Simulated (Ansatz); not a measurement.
TiO2: several calculations on one system

## 1. Relaxation

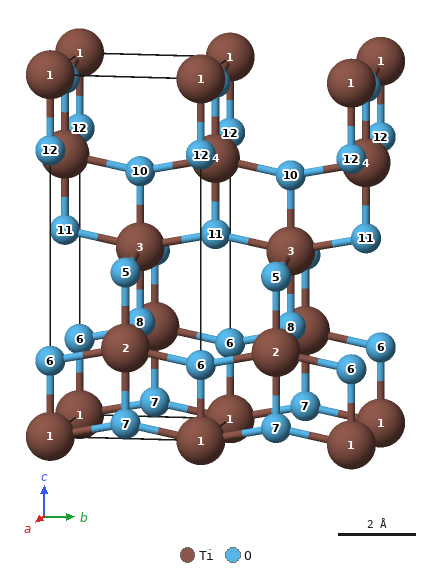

Crystalline TiO2 (set up in I4_1/amd), before the relaxation. Style: ball-and-stick. Shown: the cell of the calculation, repeated 1 × 2 × 1 with one cell outlined, from a free direction.

Case: biaxial strain in the a-b plane of +4.5 %; c and atoms relaxed.

Level of theory: DFT PBE+U, scalar-relativistic, plane waves, PAW in Ansatz 0.2.0.

Input
```yaml
crystal:
  lattice:
    - [3.9898107388, 0.0, 0.0]
    - [0.0, 3.9898107388, 0.0]
    - [0.0, 0.0, 9.5111846274]
  atoms:
    - { symbol: Ti, position: [0.0, 0.0, 0.0] }
    - { symbol: Ti, position: [0.0, 0.5, 0.25] }
    - { symbol: Ti, position: [0.5, 0.5, 0.5] }
    - { symbol: Ti, position: [0.5, 0.0, 0.75] }
    - { symbol: O, position: [0.0, 0.5, 0.4590501382] }
    - { symbol: O, position: [0.0, 0.0, 0.2090501382] }
    - { symbol: O, position: [0.0, 0.5, 0.0409498618] }
    - { symbol: O, position: [0.5, 0.5, 0.2909498618] }
    - { symbol: O, position: [0.5, 0.0, 0.9590501382] }
    - { symbol: O, position: [0.5, 0.5, 0.7090501382] }
    - { symbol: O, position: [0.5, 0.0, 0.5409498618] }
    - { symbol: O, position: [0.0, 0.0, 0.7909498618] }
basis:
  ecutwfc: 420
kpoints:
  mp_grid: { grid: [6, 6, 4] }
hamiltonian:
  xc: pbe
  hubbard: { sites: [{ species: Ti, l: d, u_eff: 4.0 }] }
scf:
  occupations: { method: gaussian, width: 0.02 }
output:
  forces: true
  stress: true
  eigenvalues: true
relax:
  adjacent_minimum: "off"
  f_tol: 0.008
  max_steps: 40
  cell: { stress_tol: 0.015, fix: [a, b, gamma] }
```

Launched with:
```bash
ansatz run input.yaml --threads 1 --pin off --max-ram 2560MiB --backend cpu --events-out ev --progress --plain --runs-dir out
```

Predict the outcome.

Answer. The largest moves relative to the cell, 0.013 Å, are those of 8 atoms (O5, O6, O7, O8 and others). O7 goes along −c. Ti stays in place. The drawn cell changes as follows: a = b unchanged at 3.990 Å, c 9.511 → 9.320 Å (−2.0 %); the volume changes by −2.0 %. Among the contacts that change: Ti1–Ti2 3.104 → 3.067 Å, Ti1–O12 1.988 → 1.961 Å. The space group stays I4_1/amd (No. 141). After 4 accepted moves (6 points after the start) the energy has fallen by 3.9 meV per atom. Largest force component: 0.18 eV/Å at the start, under 0.0001 eV/Å at the end. Pressure: −11.10 GPa at the start and −8.01 GPa at the end. The SCF was repeated twice at an unchanged geometry on a basis and grid sized afresh for the cell, which shifted the energy by 0.8 meV per atom at most. Cost: 2.6 min on 1 thread of Intel(R) Xeon(R) Processor @ 2.70GHz (shared host), peak memory 0.72 GiB.

History of the run:

| step | E − E(0), meV/atom | largest force component, eV/Å | pressure, GPa | volume, Å³/atom | note |
| --- | --- | --- | --- | --- | --- |
| 0 | 0.00 | 0.1809 | -11.10 | 12.617 |  |
| 1 | -3.74 | 0.1288 | -9.28 | 12.448 |  |
| 2 | -4.68 | 0.0016 | -7.93 | 12.369 |  |
| 3 | -4.66 | 0.0007 | -8.00 | 12.376 |  |
| 4 | -3.86 | 0.0007 | -8.12 | 12.376 | same geometry, new basis |
| 5 | -3.92 | 0.0000 | -8.00 | 12.364 |  |
| 6 | -3.88 | 0.0000 | -8.01 | 12.364 | same geometry, new basis |

The end point in the same view:

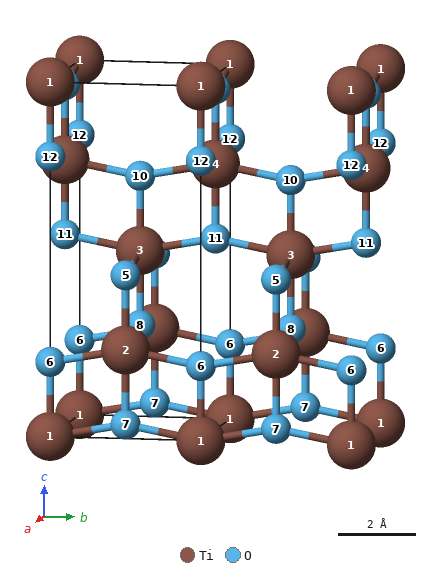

## 2. Relaxation

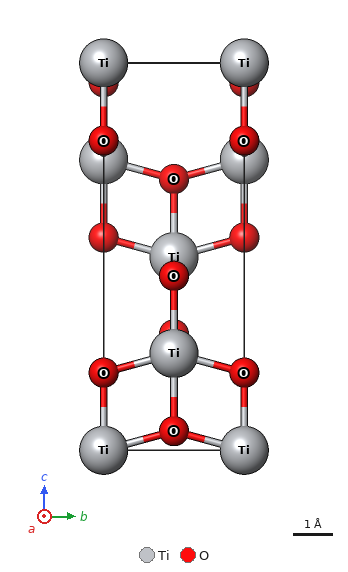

Solid TiO$_{2}$ (set up in I4_1/amd), before the relaxation. A ball-and-stick model of the cell of the calculation, seen along the a axis.

Case: biaxial strain in the a-b plane of -4.5 %; c and atoms relaxed.

The calculation used DFT PBE+U, scalar-relativistic, plane waves, PAW (Ansatz).

Input file:
```yaml
crystal:
  lattice:
    - [3.6461906752, 0.0, 0.0]
    - [0.0, 3.6461906752, 0.0]
    - [0.0, 0.0, 10.0390407116]
  atoms:
    - { symbol: Ti, position: [0.0, 0.0, 0.0] }
    - { symbol: Ti, position: [0.0, 0.5, 0.25] }
    - { symbol: Ti, position: [0.5, 0.5, 0.5] }
    - { symbol: Ti, position: [0.5, 0.0, 0.75] }
    - { symbol: O, position: [0.0, 0.5, 0.4504762175] }
    - { symbol: O, position: [0.0, 0.0, 0.2004762175] }
    - { symbol: O, position: [0.0, 0.5, 0.0495237825] }
    - { symbol: O, position: [0.5, 0.5, 0.2995237825] }
    - { symbol: O, position: [0.5, 0.0, 0.9504762175] }
    - { symbol: O, position: [0.5, 0.5, 0.7004762175] }
    - { symbol: O, position: [0.5, 0.0, 0.5495237825] }
    - { symbol: O, position: [0.0, 0.0, 0.7995237825] }
basis:
  ecutwfc: 420
kpoints:
  mp_grid: { grid: [6, 6, 4] }
hamiltonian:
  xc: pbe
  hubbard: { sites: [{ species: Ti, l: d, u_eff: 4.0 }] }
scf:
  occupations: { method: gaussian, width: 0.02 }
output:
  forces: true
  stress: true
  eigenvalues: true
relax:
  adjacent_minimum: "off"
  f_tol: 0.008
  max_steps: 40
  cell: { stress_tol: 0.015, fix: [a, b, gamma] }
```

Command:
```bash
ansatz run input.yaml --threads 1 --pin off --max-ram 2560MiB --backend cpu --events-out ev --progress --plain --runs-dir out
```

**Where does the relaxation end?**

The largest moves relative to the cell, 0.026 Å, are those of 8 atoms (O5, O6, O7, O8 and others). O6 goes along −c. Ti stays in place. Cell: a = b unchanged at 3.646 Å, c 10.039 → 10.443 Å (+4.0 %). Volume +4.0 %. Among the contacts that change: Ti1–Ti2 3.102 → 3.184 Å, Ti1–O12 2.013 → 2.068 Å, Ti1–O7 1.890 → 1.902 Å. Bond angles that change, for instance: O7–Ti1–O7 149.5° → 146.8°, Ti4–O12–Ti4 149.5° → 146.8°. The space group stays I4_1/amd (No. 141). Over 7 accepted moves (10 points after the start) the energy falls by 13.4 meV per atom. The largest force component goes from 0.15 to under 0.0001 eV/Å. Pressure: 17.24 GPa at the start and 8.56 GPa at the end. At 3 points the geometry stayed and the basis and grid were re-selected for the new cell (energy shift of 2.5 meV per atom at most each time). The run took 3.5 min on 1 thread of Intel(R) Xeon(R) Processor @ 2.70GHz, on a shared host, peak memory 0.69 GiB.

After the run, drawn alike:

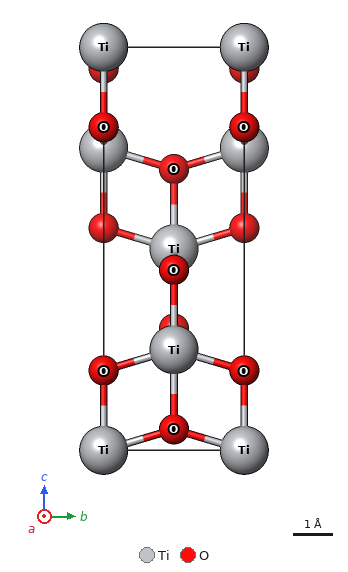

## 3. Series

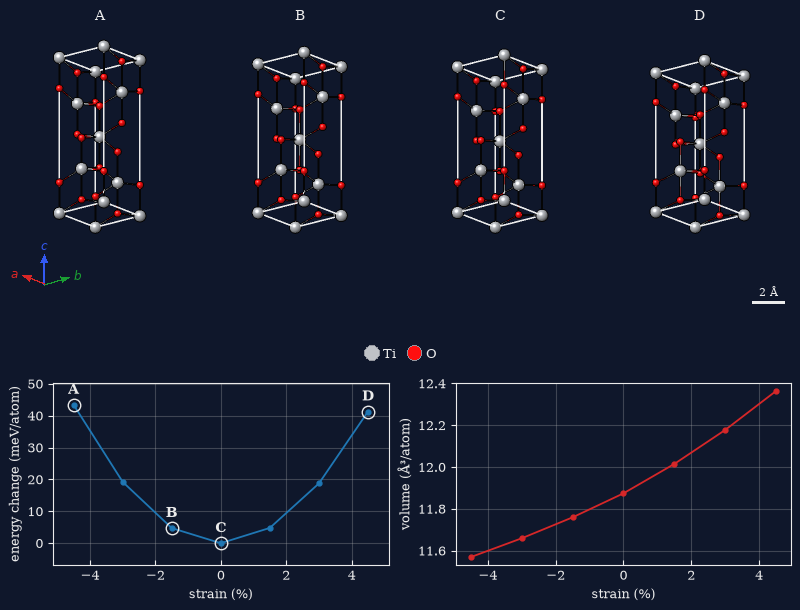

Members of a series of calculations on solid TiO$_{2}$ (set up in I4_1/amd), marked on the first curve. Style: ball-and-stick. Shown: the cell of the calculation, from a free direction.

All numbers below come from DFT PBE+U, scalar-relativistic, plane waves, PAW (Ansatz 0.2.0). Set-up: plane-wave cutoff 420 eV; k-point mesh 6 × 6 × 4; occupations gaussian; smearing width 0.02 eV; U Ti 4.0 eV; no spin polarisation.

Describe the series.

Biaxial strain in the a–b plane, c and atoms relaxed. A (strain −4.5 %): energy change 43.4 meV/atom, volume 11.57 Å³ per atom. B (strain −1.5 %): energy change 4.7 meV/atom, volume 11.76 Å³ per atom. C (strain 0.0 %): energy change 0.0 meV/atom, volume 11.87 Å³ per atom. D (strain 4.5 %): energy change 41.3 meV/atom, volume 12.36 Å³ per atom. The rest compares A with D. Cell: a = b 3.646 → 3.990 Å (+9.4 %), c 10.443 → 9.320 Å (−10.8 %). Volume +6.9 %. Some distances before and after: O–Ti 1.902 → 2.029 Å, O–Ti 2.068 → 1.961 Å.
